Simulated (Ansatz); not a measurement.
# From Ti to Ru

System: Ti (P6/mmm, 3 atoms in the cell).
Method of run A: DFT r2SCAN, scalar-relativistic, plane waves, PAW, no spin polarisation (Ansatz 0.2.0).
System of run B: Ru (3 atoms in the cell).

On run A: The structure derives from a Materials Project entry. On run B: The structure was made by swapping elements on the sites of another compound; it need not be a known phase. It belongs to a series of runs on one base structure; here: Ti -> Ru on all its sites, cell and atoms relaxed. Text and figures count atoms from 1; the logs count them from 0 in places.

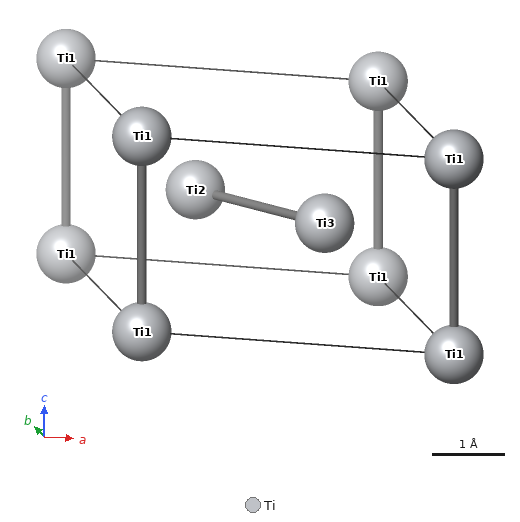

**Figure 1.** The input geometry (ball-and-stick view of the cell of the calculation, seen slightly off an axis; atoms are numbered from 1 in the order of the input). An atom can appear more than once, as a periodic image.

## Input, run A
```yaml
crystal:
  lattice:
    - [4.5673748306, 0.0, 0.0]
    - [-2.2836874153, 3.9554626319, 0.0]
    - [0.0, 0.0, 2.82624427]
  atoms:
    - { symbol: Ti, position: [0.0, 0.0, 0.0] }
    - { symbol: Ti, position: [0.33333333, 0.66666667, 0.5] }
    - { symbol: Ti, position: [0.66666667, 0.33333333, 0.5] }
basis:
  ecutwfc: 500
kpoints:
  mp_grid: { grid: [6, 6, 6] }
hamiltonian:
  xc: r2scan
scf:
  occupations: { method: gaussian, width: 0.1 }
output:
  forces: true
  stress: true
  eigenvalues: true
```

Launched with:
```bash
ansatz run input.yaml --threads 1 --pin off --max-ram 2560MiB --backend cpu --events-out ev --progress --plain --runs-dir out
```

Hardware: 1 thread of Intel Xeon @ 2.50GHz (Skylake/Cascade Lake), 192 GiB of memory available, shared host.

## Output, shortened to warnings, some set-up lines, iterations and results (run A)
```
Basis set: ecut = 500 eV, 1313 PW (Γ), exchange–correlation on 144×144×96 points (64 copies of the dense FFT grid, shifted against one another)
Symmetry: 24 space group operations
k-points: 28 of 216
Initial density: superposition of atomic densities (neutral atoms: chi_scale 0, normalization atom), corrected by the library's trained network
[...]
SCF iter   1: F=—  HF=-7513.118081 eV  |F-HF|=—  |Δ(HF+E_count)|=         —  Δρ=1.95e-2  dr2=1.90e-1  dr2_τ=2.73e-2  ethr=1.77e-3  ⟨swp⟩=4.1  Hψ=2152  notcnv=0
SCF iter   2: F=—  HF=-7513.178497 eV  |F-HF|=—  |Δ(HF+E_count)|=   6.04e-2  Δρ=1.00e-2  dr2=8.33e-2  dr2_τ=4.37e-3  ethr=5.28e-4  ⟨swp⟩=2.2  Hψ=1326  notcnv=0
SCF iter   3: F=—  HF=-7513.292579 eV  |F-HF|=—  |Δ(HF+E_count)|=   1.14e-1  Δρ=3.69e-2  dr2=1.50e0  dr2_τ=4.00e-2  ethr=2.31e-4  ⟨swp⟩=3.0  Hψ=1225  notcnv=0  recentre
SCF iter   4: F=—  HF=-7513.172023 eV  |F-HF|=—  |Δ(HF+E_count)|=   1.21e-1  Δρ=2.72e-3  dr2=2.18e-3  dr2_τ=3.12e-4  ethr=2.31e-4  ⟨swp⟩=2.2  Hψ=957  notcnv=0
SCF iter   5: F=—  HF=-7513.174119 eV  |F-HF|=—  |Δ(HF+E_count)|=   2.10e-3  Δρ=2.34e-3  dr2=5.96e-3  dr2_τ=1.58e-4  ethr=6.06e-6  ⟨swp⟩=2.0  Hψ=1233  notcnv=0
SCF iter   6: F=—  HF=-7513.173782 eV  |F-HF|=—  |Δ(HF+E_count)|=   3.37e-4  Δρ=3.05e-4  dr2=5.24e-5  dr2_τ=2.57e-6  ethr=6.06e-6  ⟨swp⟩=2.0  Hψ=749  notcnv=0
SCF iter   7: F=—  HF=-7513.173801 eV  |F-HF|=—  |Δ(HF+E_count)|=   1.89e-5  Δρ=1.43e-4  dr2=1.94e-5  dr2_τ=4.58e-7  ethr=1.46e-7  ⟨swp⟩=2.2  Hψ=849  notcnv=0
SCF iter   8: F=—  HF=-7513.173799 eV  |F-HF|=—  |Δ(HF+E_count)|=   1.39e-6  Δρ=3.61e-5  dr2=1.43e-6  dr2_τ=3.48e-8  ethr=5.40e-8  ⟨swp⟩=1.7  Hψ=659  notcnv=0
SCF iter   9: F=-7513.173799 eV  HF=-7513.173799 eV  |F-HF|=4.26e-10  |Δ(HF+E_count)|=   8.81e-8  Δρ=1.89e-6  dr2=1.60e-9  dr2_τ=7.58e-11  ethr=2.78e-10  ⟨swp⟩=3.0  Hψ=2035  …
SCF 1 converged in 9 iterations: F = -7513.173799 eV  dr2 = 1.60e-9
SCF converged after 9 iterations
Free energy (F): -7513.173799 eV
Harris-Foulkes:  -7513.173799 eV  (|F-HF|=4.26e-10)
Internal energy: -7513.160931 eV  (E = F + TS)
E sigma→0 (E₀):  -7513.167365 eV
Entropy (-TS):   -0.012869 eV (-4.290 meV/atom)
Fermi energy:    13.614741 eV
--- Per-component energies (eV) ---
  E_band       = -502.134706
  E_kinetic    = 818.302663
  E_local      = -2404.137847  (includes V_loc(G=0)·N_el)
  E_nonlocal   = 22.089603
  E_hartree    = 986.810308
  E_xc         = -278.951239
  E_vxc        = -398.671388  (∫ρ·V_xc dr)
  E_paw        = -3170.402280  (= ΣΔE_a)
  E_vpaw       = -540.717379  (= ΣTr[D̂ρ^β])
  E_aug_tail   = 0.000280  (compensation charges beyond the density's cutoff)
  E_vtau       = 27.376879  (kinetic-family band-sum trace: ∫τ·v_τ [+ j·A + Jᵃ·Aᵃ] dr)
  E_ewald      = -3486.112046
  E_core_change = -0.760371  (= ΣΔE_core)
  E_smearing   = -0.012869  (= −TS)
  E_closure    = -0.000000  (closes the sum)
  Σ components = -7513.173799   (vs F -7513.173799, Δ=0.00e0)
--- Forces (eV/Å), atoms counted from 1 ---
  atom   1  Ti    -0.00000000    -0.00000000     0.00000000
  atom   2  Ti     0.00000000     0.00000000     0.00000000
  atom   3  Ti     0.00000000    -0.00000000     0.00000000
  max |Σ_I F_I| component: 5.55e-17 eV/Å
--- Stress (GPa, compression-positive) ---
        0.024388       0.000000       0.000000
        0.000000       0.024388       0.000000
        0.000000       0.000000      -0.145200
  P = ⅓ Tr σ = -0.0321 GPa (-0.321 kbar)
```

The input of run B differs as follows (lines with − go, lines with + come):
```diff
-    - [4.5673748306, 0.0, 0.0]
-    - [-2.2836874153, 3.9554626319, 0.0]
-    - [0.0, 0.0, 2.82624427]
+    - [4.2893122714, 0.0, 0.0]
+    - [-2.1446561357, 3.7146533918, 0.0]
+    - [0.0, 0.0, 2.6522274188]
-    - { symbol: Ti, position: [0.0, 0.0, 0.0] }
-    - { symbol: Ti, position: [0.33333333, 0.66666667, 0.5] }
-    - { symbol: Ti, position: [0.66666667, 0.33333333, 0.5] }
+    - { symbol: Ru, position: [0.0, 0.0, 0.0] }
+    - { symbol: Ru, position: [0.3333333333, 0.6666666667, 0.5] }
+    - { symbol: Ru, position: [0.6666666667, 0.3333333333, 0.5] }
```

What does this change do to the results?

The total energies belong to different systems, so their difference says nothing on which is more stable or more accurate. The pressure goes from −0.03 to −5.71 GPa. The volume per atom goes from 17.02 to 14.09 Å³. The SCF takes 8 iterations against 9. The plane waves at Γ go from 1313 to 1095.

## Output, shortened to warnings, some set-up lines, iterations and results (run B)
```
Basis set: ecut = 500 eV, 1095 PW (Γ), exchange–correlation on 128×128×80 points (64 copies of the dense FFT grid, shifted against one another)
Symmetry: 24 space group operations
k-points: 28 of 216
Initial density: superposition of atomic densities (neutral atoms: chi_scale 0, normalization atom), corrected by the library's trained network
[...]
SCF iter   1: F=—  HF=-17671.170525 eV  |F-HF|=—  |Δ(HF+E_count)|=         —  Δρ=1.11e-2  dr2=1.91e-2  dr2_τ=2.23e-2  ethr=1.77e-3  ⟨swp⟩=4.8  Hψ=2866  notcnv=0
SCF iter   2: F=—  HF=-17671.197783 eV  |F-HF|=—  |Δ(HF+E_count)|=   2.73e-2  Δρ=6.30e-3  dr2=5.80e-3  dr2_τ=4.69e-4  ethr=3.97e-5  ⟨swp⟩=2.0  Hψ=1743  notcnv=0  defer=3
SCF iter   3: F=—  HF=-17671.218078 eV  |F-HF|=—  |Δ(HF+E_count)|=   2.03e-2  Δρ=1.60e-2  dr2=2.27e-1  dr2_τ=1.24e-2  ethr=1.21e-5  ⟨swp⟩=2.1  Hψ=1528  notcnv=0  defer=3  …
SCF iter   4: F=—  HF=-17671.201745 eV  |F-HF|=—  |Δ(HF+E_count)|=   1.63e-2  Δρ=1.75e-3  dr2=1.40e-3  dr2_τ=1.25e-4  ethr=1.21e-5  ⟨swp⟩=2.1  Hψ=1359  notcnv=0  defer=3
SCF iter   5: F=—  HF=-17671.202094 eV  |F-HF|=—  |Δ(HF+E_count)|=   3.48e-4  Δρ=4.65e-4  dr2=3.71e-5  dr2_τ=3.21e-6  ethr=2.91e-6  ⟨swp⟩=2.2  Hψ=1169  notcnv=0  defer=5
SCF iter   6: F=—  HF=-17671.202192 eV  |F-HF|=—  |Δ(HF+E_count)|=   9.84e-5  Δρ=6.92e-5  dr2=1.15e-6  dr2_τ=1.46e-7  ethr=7.72e-8  ⟨swp⟩=2.0  Hψ=1421  notcnv=0  defer=5
SCF iter   7: F=—  HF=-17671.202194 eV  |F-HF|=—  |Δ(HF+E_count)|=   1.68e-6  Δρ=2.06e-5  dr2=1.19e-7  dr2_τ=1.04e-8  ethr=2.39e-9  ⟨swp⟩=2.0  Hψ=1458  notcnv=0  defer=5
SCF iter   8: F=-17671.202194 eV  HF=-17671.202194 eV  |F-HF|=1.25e-8  |Δ(HF+E_count)|=   1.47e-7  Δρ=6.33e-6  dr2=9.54e-9  dr2_τ=8.82e-10  ethr=2.08e-10  ⟨swp⟩=5.4  Hψ=2816  …
SCF 1 converged in 8 iterations: F = -17671.202194 eV  dr2 = 9.54e-9
SCF converged after 8 iterations
Free energy (F): -17671.202194 eV
Harris-Foulkes:  -17671.202194 eV  (|F-HF|=1.25e-8)
Internal energy: -17671.177382 eV  (E = F + TS)
E sigma→0 (E₀):  -17671.189788 eV
Entropy (-TS):   -0.024812 eV (-8.271 meV/atom)
Fermi energy:    22.561471 eV
--- Per-component energies (eV) ---
  E_band       = -250.451589
  E_kinetic    = 1540.283801
  E_local      = -3909.720244  (includes V_loc(G=0)·N_el)
  E_nonlocal   = 1029.945963
  E_hartree    = 1258.512011
  E_xc         = -551.220770
  E_vxc        = -798.462900  (∫ρ·V_xc dr)
  E_paw        = -10437.060390  (= ΣΔE_a)
  E_vpaw       = -685.746832  (= ΣTr[D̂ρ^β])
  E_aug_tail   = 0.000257  (compensation charges beyond the density's cutoff)
  E_vtau       = 56.220160  (kinetic-family band-sum trace: ∫τ·v_τ [+ j·A + Jᵃ·Aᵃ] dr)
  E_ewald      = -6600.985144
  E_core_change = -0.932867  (= ΣΔE_core)
  E_smearing   = -0.024812  (= −TS)
  E_closure    = -0.000000  (closes the sum)
  Σ components = -17671.202194   (vs F -17671.202194, Δ=0.00e0)
--- Forces (eV/Å), atoms counted from 1 ---
  atom   1  Ru     0.00000000    -0.00000000     0.00000000
  atom   2  Ru    -0.00000000     0.00000000     0.00000000
  atom   3  Ru     0.00000000    -0.00000000     0.00000000
  max |Σ_I F_I| component: 9.25e-18 eV/Å
--- Stress (GPa, compression-positive) ---
       -7.978263      -0.000000       0.000000
        0.000000      -7.978263       0.000000
        0.000000       0.000000      -1.167074
  P = ⅓ Tr σ = -5.7079 GPa (-57.079 kbar)
```

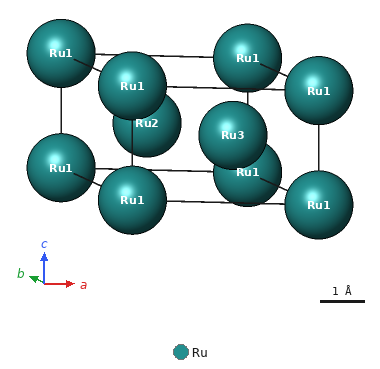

**Figure 2.** The input structure of run B (spheres-only view of the cell of the calculation, seen slightly off an axis; atoms are numbered from 1 in the order of the input). An atom can appear more than once, as a periodic image.

## The two runs side by side

```csv
quantity,run A,run B
outcome,converged,converged
free energy per atom (eV),−2504.3913,−5890.4007
"energy per atom, smearing taken to zero (eV)",−2504.3891,−5890.3966
gap on the mesh (eV),0.00,0.00
pressure (GPa),−0.03,−5.71
volume per atom (Å³),17.02,14.09
largest force (eV/Å),0.000,0.000
SCF iterations,9,8
irreducible k-points,28,28
plane waves at Γ,1313,1095
wall time (shared host),7.7 s,6.4 s
```
